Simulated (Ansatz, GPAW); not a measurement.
**2H-NbSTe 3 layers, 2H (AA') in an electric field**

How does 2H-NbSTe 3 layers, 2H (AA') screen a perpendicular field?

Program: GPAW 26.7.0 and Ansatz 0.2.0. Level of theory: Ansatz plane waves; layer without images along its normal, relaxation of atoms and in-plane cell, with D3(BJ) dispersion, in the first sound run; inputs show where later runs differ. Results are calculated unless marked as measured.

### Step 1. Set-up

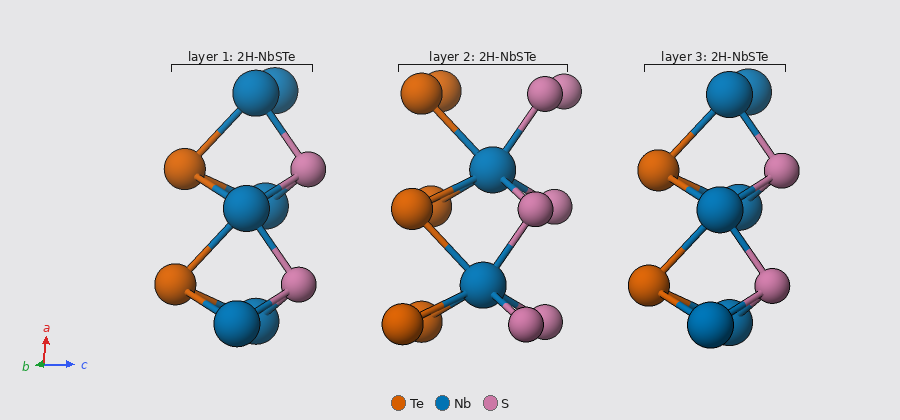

Start, viewed from the side, with the c axis across the page; tellurium orange, niobium blue, sulfur pink. 2×1×1 cells are drawn. Bonds to atoms that aren't drawn are left out. Some periodic images of atoms are drawn too.

The cell holds 9 atoms: 3 Te, 3 Nb and 3 S. Its edges and angles: a = 3.620 Å, b = 3.620 Å, c = 34.587 Å, α = 90.0°, β = 90.0°, γ = 120.0°. Regions: layer 1: 2H-NbSTe, 3 atoms (1 Te, 1 Nb and 1 S); layer 2: 2H-NbSTe, 3 atoms (1 Te, 1 Nb and 1 S); layer 3: 2H-NbSTe, 3 atoms (1 Te, 1 Nb and 1 S). Vacuum lies along c.

### Step 2. Relaxing the atoms

The atoms are relaxed first, since the surface dipole, and with it the work function, follows the positions of the outer layers.

The input, input.yaml:

```yaml
crystal:
  lattice:
    - [3.620432, 0.0, 0.0]
    - [-1.810216, 3.1353860847, 0.0]
    - [0.0, 0.0, 34.5869827852]
  atoms:
    - { symbol: Te, position: [0.3333333333, 0.6666666667, 0.2602135045] }
    - { symbol: Nb, position: [0.0, 0.0, 0.31732744] }
    - { symbol: S, position: [0.3333333333, 0.6666666667, 0.3593546838] }
    - { symbol: Te, position: [0.0, 0.0, 0.4504294103] }
    - { symbol: Nb, position: [0.3333333333, 0.6666666667, 0.5075433459] }
    - { symbol: S, position: [0.0, 0.0, 0.5495705897] }
    - { symbol: Te, position: [0.3333333333, 0.6666666667, 0.6406453162] }
    - { symbol: Nb, position: [0.0, 0.0, 0.6977592518] }
    - { symbol: S, position: [0.3333333333, 0.6666666667, 0.7397864955] }
  periodic: [true, true, false]
kpoints:
  mp_grid: { grid: [9, 9, 1] }
hamiltonian:
  xc: pbe
  dispersion: d3bj
scf:
  occupations: { method: fermi_dirac, width: 0.05 }
relax:
  f_tol: 0.01
  max_steps: 90
  cell: {}
```

Command:

```console
> ansatz run input.yaml --threads 4 --pin off --max-ram 8192MiB --backend cpu --events-out ev --progress --plain --runs-dir out
```

Numbers of over 12 decimals in the logs are rounded to 6 here.

Log:

```text
Warning: crystal.periodic: the lattice vector that does not repeat stood 0.000° off the slab's normal, 34.587 Å along it as the deck builds it. The run solves the slab on a vector along the normal, 56.974 Å long, with every atom where it was (on the deck's vector they left 18.00 Å outside them, and the widest stretch free of ions among them is 3.15 Å). A fractional position that the run reports is one of the run's ce [...]
crystal.periodic: the lattice vector that does not repeat stood 0.000° off the slab's normal, 34.587 Å along it as the deck builds it. The run solves the slab on a vector along the normal, 56.974 Å long, with every atom where it was (on the deck's vector they left 18.00 Å outside them, and the widest stretch free of ions among them is 3.15 Å). A fractional position that the run reports is one of the run's cell, which [...]
Engine: ansatz 0.2.0, x86_64-unknown-linux-gnu
Pseudopotentials: kind: paw
Pseudopotential: Te, paw, valence charge 16, recommended cutoff 420 eV (normal), Te.paw.azcp
Pseudopotential: Nb, paw, valence charge 13, recommended cutoff 420 eV (normal), Nb.paw.azcp
Pseudopotential: S, paw, valence charge 6, recommended cutoff 420 eV (normal), S.paw.azcp
Functional definition: PBE
  parameter kappa = 0.804
  parameter beta = 0.066725
  exchange = pbe_x(kappa = kappa, mu = beta*pi^2/3)
  correlation = pbe_c(beta = beta)
Crystal: 9 atoms, lattice volume = 646.737 Å³
Basis set: ecut = 420 eV, 12491 PW (Γ), exchange–correlation on 50×50×768 points (8 copies of the dense FFT grid, shifted against one another)
Bands: 63, of which v1, the nominal top of the filled ones, is band 53 counted from 1 (52 counted from 0)
Symmetry: 6 space group operations
Space group: P3m1 (ITA 156), of the structure as read, at distance tolerance 8.6e-5 Å
k-points: 12 of 81 (time reversal used)
Non-local potential: Te, projectors of the file, l = 0: 2, l = 1: 2, l = 2: 2, l = 3: 2
Non-local potential: Nb, projectors of the file, l = 0: 3, l = 1: 2, l = 2: 2, l = 3: 1
Non-local potential: S, projectors of the file, l = 0: 2, l = 1: 2, l = 2: 2
PAW form: soft (Blöchl's): semilocal exchange-correlation on the pseudo side does not see the compensation charge
PAW one-centre angular grid: Te, 590 points (default); XC on 64 Gauss nodes
PAW one-centre angular grid: Nb, 590 points (default); XC on 64 Gauss nodes
PAW one-centre angular grid: S, 110 points (default); XC on 64 Gauss nodes
Initial density: superposition of atomic densities (neutral atoms: chi_scale 0, normalization atom), corrected by the library's trained network
Initial wavefunctions: pseudopotential atomic-orbital guess
Functional: x = pbe(κ = 0.804, μ = 0.219515), c = pbe(β = 0.066725)
SCF iter   1: F=—  HF=-37312.858329 eV  |F-HF|=—  |Δ(HF+E_count)|=         —  Δρ=4.47e-3  dr2=9.63e0  ethr=1.77e-3  ⟨swp⟩=10.9  Hψ=4222  notcnv=0  defer=11
preconditioner: auto → LDOS  [metal: Δε(μ)=0.011 eV  Ē_g=6.712 eV  σ=0.050 eV  W_gap=0.06  n_scr=54 (ndim 8)  ℏωp=10.4 eV  f_vac=0.646  D(μ)=11.98/eV (n_scr^D=32)  β→1.0]
SCF iter   2: F=—  HF=-37312.827122 eV  |F-HF|=—  |Δ(HF+E_count)|=   3.12e-2  Δρ=1.39e-3  dr2=1.46e-1  ethr=1.77e-3  ⟨swp⟩=1.9  Hψ=916  notcnv=0  defer=31
SCF iter   3: F=—  HF=-37312.823496 eV  |F-HF|=—  |Δ(HF+E_count)|=   3.63e-3  Δρ=5.93e-4  dr2=1.28e-2  ethr=1.39e-4  ⟨swp⟩=3.1  Hψ=1245  notcnv=0  defer=36
SCF iter   4: F=—  HF=-37312.822806 eV  |F-HF|=—  |Δ(HF+E_count)|=   6.90e-4  Δρ=2.39e-4  dr2=2.17e-3  ethr=1.22e-5  ⟨swp⟩=3.1  Hψ=1191  notcnv=0  defer=36
SCF iter   5: F=—  HF=-37312.822798 eV  |F-HF|=—  |Δ(HF+E_count)|=   8.41e-6  Δρ=6.01e-5  dr2=1.17e-4  ethr=2.07e-6  ⟨swp⟩=2.9  Hψ=1113  notcnv=0  defer=36
SCF iter   6: F=—  HF=-37312.822795 eV  |F-HF|=—  |Δ(HF+E_count)|=   2.98e-6  Δρ=2.41e-5  dr2=1.04e-5  ethr=1.11e-7  ⟨swp⟩=3.2  Hψ=1490  notcnv=0  defer=36
SCF iter   7: F=—  HF=-37312.823098 eV  |F-HF|=—  |Δ(HF+E_count)|=   3.04e-4  Δρ=1.09e-5  dr2=4.18e-6  ethr=9.87e-9  ⟨swp⟩=3.2  Hψ=1565  notcnv=0  defer=36
SCF iter   8: F=—  HF=-37312.823098 eV  |F-HF|=—  |Δ(HF+E_count)|=   7.40e-8  Δρ=4.60e-6  dr2=8.67e-7  ethr=3.98e-9  ⟨swp⟩=2.4  Hψ=1247  notcnv=0  defer=36
SCF iter   9: F=—  HF=-37312.823099 eV  |F-HF|=—  |Δ(HF+E_count)|=   1.39e-7  Δρ=1.62e-6  dr2=1.34e-7  ethr=8.26e-10  ⟨swp⟩=2.5  Hψ=1210  notcnv=0  defer=36
SCF iter  10: F=-37312.823099 eV  HF=-37312.823099 eV  |F-HF|=3.46e-9  |Δ(HF+E_count)|=   1.99e-8  Δρ=7.23e-7  dr2=1.69e-8  ethr=9.52e-11  ⟨swp⟩=5.8  Hψ=2719  notcnv=0
SCF 1 converged in 10 iterations: F = -37312.823099 eV  dr2 = 1.69e-8
  greatest PAW one-centre occupation: 0.998 electrons in one spin orbital (limit 2), on the Nb atom at site 7 (counted from 0), in its partial waves of l = 0
relax step   1: F+E_penalty+E_count = -37312.82309856 eV  Δ(F+E_penalty+E_count) = +0.000e0 eV  max|allowed force component| = 1.011e0 eV/Å  Δτ_max = 0.0000 Å  P = -16.717 N/m  Ω = 646.737 Å³  fix = [c, alpha, beta]  reactions: c +0.000 N/m  (10 SCF iters, dr2 threshold 1.00e-7 eV, accepted)
Crystal: 9 atoms, lattice volume = 585.046 Å³
Basis set: ecut = 420 eV, 11375 PW (Γ), exchange–correlation on 50×50×768 points (8 copies of the dense FFT grid, shifted against one another)
Initial density: handed on by an earlier stage of this run
Initial wavefunctions: those handed on with the density
iter 1 solved again at ethr=1.68e-3 eV; its pass at ethr=3.10e-3 eV (dr2=1.76e0 eV) is discarded
SCF iter   1: F=—  HF=-37313.290670 eV  |F-HF|=—  |Δ(HF+E_count)|=         —  Δρ=6.48e-3  dr2=1.76e0  ethr=1.68e-3  ⟨swp⟩=2.8  Hψ=4574  notcnv=0
preconditioner: auto → LDOS  [metal: Δε(μ)=0.018 eV  Ē_g=7.295 eV  σ=0.050 eV  W_gap=0.09  n_scr=36 (ndim 8)  ℏωp=11.0 eV  f_vac=0.648  D(μ)=11.87/eV (n_scr^D=34)  β→1.0]
SCF iter   2: F=—  HF=-37313.166676 eV  |F-HF|=—  |Δ(HF+E_count)|=   1.24e-1  Δρ=3.26e-3  dr2=1.01e-1  ethr=1.67e-3  ⟨swp⟩=3.5  Hψ=1215  notcnv=0
SCF iter   3: F=—  HF=-37313.162258 eV  |F-HF|=—  |Δ(HF+E_count)|=   4.42e-3  Δρ=1.53e-3  dr2=5.18e-2  ethr=9.65e-5  ⟨swp⟩=3.8  Hψ=1822  notcnv=0  defer=6
SCF iter   4: F=—  HF=-37313.155036 eV  |F-HF|=—  |Δ(HF+E_count)|=   7.22e-3  Δρ=6.39e-4  dr2=5.34e-3  ethr=4.93e-5  ⟨swp⟩=2.8  Hψ=1415  notcnv=0  defer=16
SCF iter   5: F=—  HF=-37313.154529 eV  |F-HF|=—  |Δ(HF+E_count)|=   5.07e-4  Δρ=3.12e-4  dr2=1.69e-3  ethr=5.08e-6  ⟨swp⟩=3.3  Hψ=1607  notcnv=0  defer=17
SCF iter   6: F=—  HF=-37313.154292 eV  |F-HF|=—  |Δ(HF+E_count)|=   2.37e-4  Δρ=1.04e-4  dr2=4.16e-4  ethr=1.61e-6  ⟨swp⟩=3.0  Hψ=1532  notcnv=0  defer=17
[...]
SCF iter   7: F=—  HF=-37313.359541 eV  |F-HF|=—  |Δ(HF+E_count)|=   3.23e-4  Δρ=3.08e-5  dr2=3.11e-5  ethr=1.05e-7  ⟨swp⟩=2.2  Hψ=1241  notcnv=0  defer=1
SCF iter   8: F=—  HF=-37313.359546 eV  |F-HF|=—  |Δ(HF+E_count)|=   4.24e-6  Δρ=8.91e-6  dr2=2.67e-6  ethr=2.96e-8  ⟨swp⟩=2.4  Hψ=1124  notcnv=0  defer=1
SCF iter   9: F=-37313.359546 eV  HF=-37313.359546 eV  |F-HF|=2.33e-7  |Δ(HF+E_count)|=   2.06e-7  Δρ=3.77e-6  dr2=4.35e-7  ethr=8.57e-10  ⟨swp⟩=6.9  Hψ=3306  notcnv=0
SCF 3 converged in 9 iterations: F = -37313.359546 eV  dr2 = 4.35e-7
relax step   3: F+E_penalty+E_count = -37313.35954566 eV  Δ(F+E_penalty+E_count) = -2.049e-1 eV  max|allowed force component| = 3.841e-1 eV/Å  Δτ_max = 0.1928 Å  P = +0.451 N/m  Ω = 586.983 Å³  energy of the carried Pulay correction = +2.524e-3 eV  fix = [c, alpha, beta]  reactions: c +0.000 N/m  (9 SCF iters, dr2 threshold 9.00e-7 eV, accepted)
[...]
relax step   4: F+E_penalty+E_count = -37313.39398755 eV  Δ(F+E_penalty+E_count) = -3.444e-2 eV  max|allowed force component| = 2.648e-2 eV/Å  Δτ_max = 0.0567 Å  P = -1.073 N/m  Ω = 599.068 Å³  energy of the carried Pulay correction = +1.994e-3 eV  fix = [c, alpha, beta]  reactions: c +0.000 N/m  (8 SCF iters, dr2 threshold 9.00e-7 eV, accepted)
[...]
relax step   5: F+E_penalty+E_count = -37313.39593278 eV  Δ(F+E_penalty+E_count) = -1.945e-3 eV  max|allowed force component| = 1.205e-2 eV/Å  Δτ_max = 0.0068 Å  P = +0.036 N/m  Ω = 595.675 Å³  energy of the carried Pulay correction = +2.142e-3 eV  fix = [c, alpha, beta]  reactions: c +0.000 N/m  (6 SCF iters, dr2 threshold 4.07e-7 eV, accepted)
[...]
relax step   6: F+E_penalty+E_count = -37313.39596631 eV  Δ(F+E_penalty+E_count) = -3.353e-5 eV  max|allowed force component| = 9.926e-4 eV/Å  Δτ_max = 0.0043 Å  P = +0.003 N/m  Ω = 595.737 Å³  energy of the carried Pulay correction = +2.139e-3 eV  fix = [c, alpha, beta]  reactions: c +0.000 N/m  (9 SCF iters, dr2 threshold 9.08e-9 eV, accepted)
Basis set: ecut = 420 eV, 11621 PW (Γ), exchange–correlation on 48×48×768 points (8 copies of the dense FFT grid, shifted against one another)
Initial wavefunctions: pseudopotential atomic-orbital guess (no wavefunctions were taken with the density)
iter 1 solved again at ethr=2.95e-6 eV; its pass at ethr=3.10e-3 eV (dr2=3.10e-3 eV) is discarded
SCF iter   1: F=—  HF=-37313.393596 eV  |F-HF|=—  |Δ(HF+E_count)|=         —  Δρ=5.21e-5  dr2=2.38e-6  ethr=2.95e-6  ⟨swp⟩=4.4  Hψ=6893  notcnv=0
eigensolver tolerance schedule: the retry pair's looser diagonalisation over-reported the residual by 1303.39 of it (diagonalisation noise at an unbounded share of the residual, at the tolerance the schedule requests for it); recorded, not acted on — ethr = c·dr2/N_el stays at c = 1.0e-1
preconditioner: auto → LDOS  [metal: Δε(μ)=0.031 eV  Ē_g=7.203 eV  σ=0.050 eV  W_gap=0.15  n_scr=36 (ndim 8)  ℏωp=10.9 eV  f_vac=0.651  D(μ)=13.31/eV (n_scr^D=36)  β→1.0]
SCF iter   2: F=—  HF=-37313.393841 eV  |F-HF|=—  |Δ(HF+E_count)|=   2.45e-4  Δρ=9.78e-6  dr2=5.68e-7  ethr=2.26e-9  ⟨swp⟩=5.0  Hψ=2496  notcnv=0
SCF iter   3: F=—  HF=-37313.393840 eV  |F-HF|=—  |Δ(HF+E_count)|=   2.92e-7  Δρ=2.24e-6  dr2=5.11e-8  ethr=5.41e-10  ⟨swp⟩=2.9  Hψ=1551  notcnv=0
SCF iter   4: F=—  HF=-37313.393840 eV  |F-HF|=—  |Δ(HF+E_count)|=   4.01e-8  Δρ=4.68e-7  dr2=3.04e-9  ethr=4.86e-11  ⟨swp⟩=3.3  Hψ=1734  notcnv=0
SCF iter   5: F=—  HF=-37313.393840 eV  |F-HF|=—  |Δ(HF+E_count)|=   2.47e-9  Δρ=1.83e-7  dr2=4.77e-10  ethr=2.90e-12  ⟨swp⟩=3.8  Hψ=1785  notcnv=0
SCF iter   6: F=—  HF=-37313.393840 eV  |F-HF|=—  |Δ(HF+E_count)|=   1.94e-9  Δρ=6.77e-8  dr2=2.32e-10  ethr=1.00e-12  ⟨swp⟩=2.4  Hψ=1330  notcnv=0
SCF iter   7: F=—  HF=-37313.393840 eV  |F-HF|=—  |Δ(HF+E_count)|=  6.84e-10  Δρ=4.48e-8  dr2=8.39e-11  ethr=1.00e-12  ⟨swp⟩=1.6  Hψ=886  notcnv=0
SCF iter   8: F=-37313.393840 eV  HF=-37313.393840 eV  |F-HF|=5.82e-10  |Δ(HF+E_count)|=  4.87e-10  Δρ=1.59e-8  dr2=3.83e-12  ethr=1.00e-12  ⟨swp⟩=8.8  Hψ=4997  notcnv=0
SCF 7 converged in 8 iterations: F = -37313.393840 eV  dr2 = 3.83e-12
relax step   7: F+E_penalty+E_count = -37313.39384031 eV  Δ(F+E_penalty+E_count) = +2.126e-3 eV  max|allowed force component| = 1.283e-3 eV/Å  Δτ_max = 0.0000 Å  P = -0.000 N/m  Ω = 595.737 Å³  fix = [c, alpha, beta]  reactions: c -0.000 N/m  stress off target by 2.18e-4 N/m on what of the cell is left free  SCF on the basis re-selected at this cell (its energy is not comparable with the rows above)  (8 SCF iters)
basis re-selected at this cell: Δ(F+E_penalty+E_count) = +2.126e-3 eV, ΔP = -0.003 N/m vs the last step (what re-selecting the basis moved, of the pressure what is left beyond the Pulay correction that the steps carried, after the strain that the cell walked since its last selection, with what the two solves' SCF thresholds leave and, on support functions, any second-order correction that the steps lacked; it is no measure of the basis error at this ecutwfc). The dense FFT grid was sized anew with the basis: this SCF ran on 24×24×384 points, the steps before it on 25×25×384, so part of this shift can come from that change (see relax.cell in the input reference). [rest of the remark cut]
SCF converged after 8 iterations
Free energy (F): -37313.393840 eV
Harris-Foulkes:  -37313.393840 eV  (|F-HF|=5.82e-10)
Internal energy: -37313.292069 eV  (E = F + TS)
E sigma→0 (E₀):  -37313.342955 eV
Entropy (-TS):   -0.101771 eV (-11.308 meV/atom)
Fermi energy:    -5.197629 eV
--- Per-component energies (eV) ---
  E_band       = -2772.697179
  E_kinetic    = 2048.865272
  E_local      = -769537.149303  (includes V_loc(G=0)·N_el)
  E_nonlocal   = -487.015712
  E_hartree    = 383948.002679
  E_xc         = -1192.953737
  E_vxc        = -1216.568573  (∫ρ·V_xc dr)
  E_paw        = -25008.124438  (= ΣΔE_a)
  E_vpaw       = -1476.834435  (= ΣTr[D̂ρ^β])
  E_aug_tail   = -0.000503  (compensation charges beyond the density's cutoff)
  E_ewald      = 372919.035628
  E_disp       = -3.951955  (pairwise vdW)
  E_smearing   = -0.101771  (= −TS)
  E_closure    = -0.000000  (closes the sum)
  Σ components = -37313.393840   (vs F -37313.393840, Δ=0.00e0)
--- Forces (eV/Å), atoms counted from 1 ---
  atom   1  Te    -0.00000000    -0.00000000    -0.00128278
  atom   2  Nb    -0.00000000    -0.00000000     0.00064807
  atom   3  S     -0.00000000    -0.00000000    -0.00004766
  atom   4  Te     0.00000000     0.00000000    -0.00076967
  atom   5  Nb     0.00000000     0.00000000     0.00041874
  atom   6  S      0.00000000     0.00000000     0.00061150
  atom   7  Te    -0.00000000    -0.00000000     0.00017209
  atom   8  Nb    -0.00000000    -0.00000000     0.00002870
  atom   9  S     -0.00000000    -0.00000000     0.00022066
  max |Σ_I F_I| component: 3.57e-7 eV/Å
--- 2D stress c σ (N/m, compression-positive) ---
       -0.000218       0.000000       0.000000
       -0.000000      -0.000218      -0.000000
        0.000000      -0.000000      -0.000000
  P = ½ c Tr σ = -0.0002 N/m
--- Relaxed structure (6 steps of the walk, 6 accepted, 1 SCFs on fresh bases) ---
  F+E_penalty+E_count = -37313.39384031 eV   max|allowed force component| = 1.283e-3 eV/Å   (the final SCF, on the basis selected at the relaxed cell)
  cell:  # Å, volume = 595.7373 Å³
    - [3.474752, 0.0, 0]
    - [-1.737376, 3.009224, 0]
    - [0, 0, 56.973966]
  atoms:
    - { symbol: Te, position: [0.333333, 0.666667, 0.161092] }
    - { symbol: Nb, position: [0, -2.17018904013385e-17, 0.195482] }
    - { symbol: S, position: [0.333333, 0.666667, 0.220567] }
    - { symbol: Te, position: [0, -2.17018904013385e-17, 0.273742] }
    - { symbol: Nb, position: [0.333333, 0.666667, 0.308178] }
    - { symbol: S, position: [0, -2.17018904013385e-17, 0.333238] }
    - { symbol: Te, position: [0.333333, 0.666667, 0.386380] }
    - { symbol: Nb, position: [0, -2.17018904013385e-17, 0.420993] }
    - { symbol: S, position: [0.333333, 0.666667, 0.445866] }
```

It took 67 s on 4 threads of Intel Xeon Platinum 8488C (Sapphire Rapids), shared host; peak memory 1.5 GiB; 4.1 min of CPU time.

This run has no spin polarisation although its electron count is odd.

Relaxation path:

| step | energy less that of the first step (eV) | largest force component (eV/Å) | volume (Å³) |
| --- | --- | --- | --- |
| 1 | 0.0000 | 1.0106 | 646.74 |
| 2 | -0.3315 | 1.4535 | 585.05 |
| 3 | -0.5364 | 0.3841 | 586.98 |
| 4 | -0.5709 | 0.0265 | 599.07 |
| 5 | -0.5728 | 0.0121 | 595.67 |
| 6 | -0.5729 | 0.0010 | 595.74 |
| 7* | -0.5707 | 0.0013 | 595.74 |

Relaxation steps marked * repeat the geometry before them on a plane-wave basis chosen anew for their cell, so energy and pressure can jump there.

The run keeps the 6 symmetry operations that it works with, so distortions that break them were not tested.

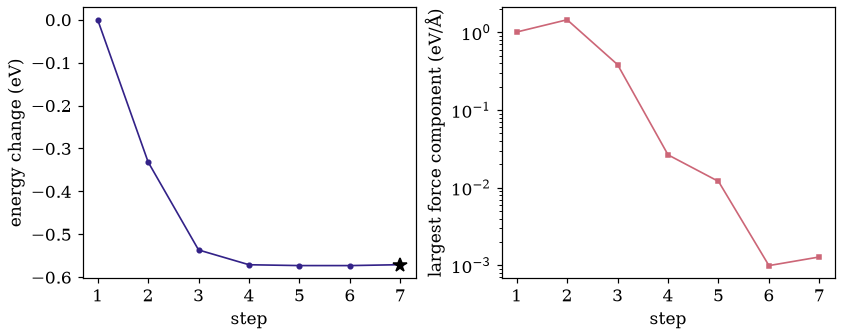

Energy and largest force along the relaxation. Stars mark steps on a basis chosen anew.

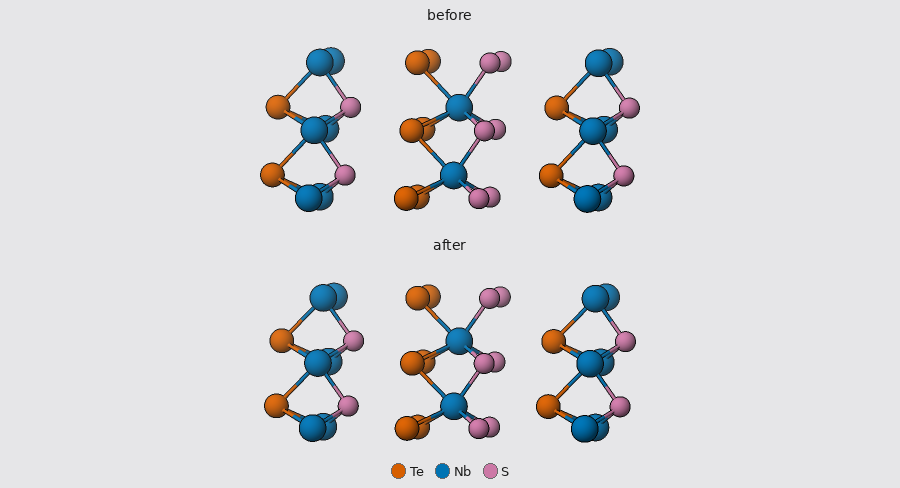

The structure before and after the relaxation, drawn at the same scale. Bonds to atoms that aren't drawn are left out.

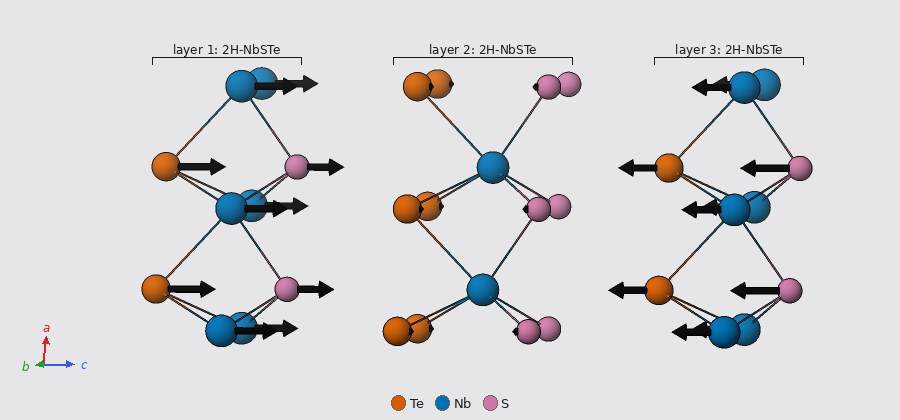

Displacements in the relaxation, exaggerated, measured against the changing cell; the longest in the cell stands for 0.18 Å. Bonds to atoms that aren't drawn are left out. 2×1×1 cells are drawn. Some periodic images of atoms are drawn too.

| cell as run | before | after | change |
| --- | --- | --- | --- |
| a (Å) | 3.620 | 3.475 | -4.0 % |
| b (Å) | 3.620 | 3.475 | -4.0 % |

The atoms that moved most (Å, along periodic axes as changes of fractional coordinates times the final cell, across vacuum about the mean position):

| atom | dx | dy | dz | length |
| --- | --- | --- | --- | --- |
| S9 | 0.000 | 0.000 | -0.184 | 0.184 |
| Te1 | 0.000 | 0.000 | 0.178 | 0.178 |
| Nb2 | 0.000 | 0.000 | 0.162 | 0.162 |
| Nb8 | 0.000 | 0.000 | -0.148 | 0.148 |
| Te7 | 0.000 | 0.000 | -0.144 | 0.144 |
| S3 | 0.000 | 0.000 | 0.138 | 0.138 |
| S6 | 0.000 | 0.000 | -0.022 | 0.022 |
| Te4 | 0.000 | 0.000 | 0.017 | 0.017 |

This step gave:

| Item | Value |
| --- | --- |
| free energy | -37313.3938 eV |
| smearing term TS | 0.1018 eV |
| symmetry operations | 6 |

The relaxation lowered the energy of the cell by 0.571 eV.

[end of part 1 of 3]

[Logs are printed without paths, hosts, clocks, repeated set-up lines and the standing remarks that a program may print on its own settings, such as how far it seeks lower states.]

[Hosts, paths, dates, database ids (printed as entryN), source tags and the programs' standing remarks are cut or masked in the printed files.]
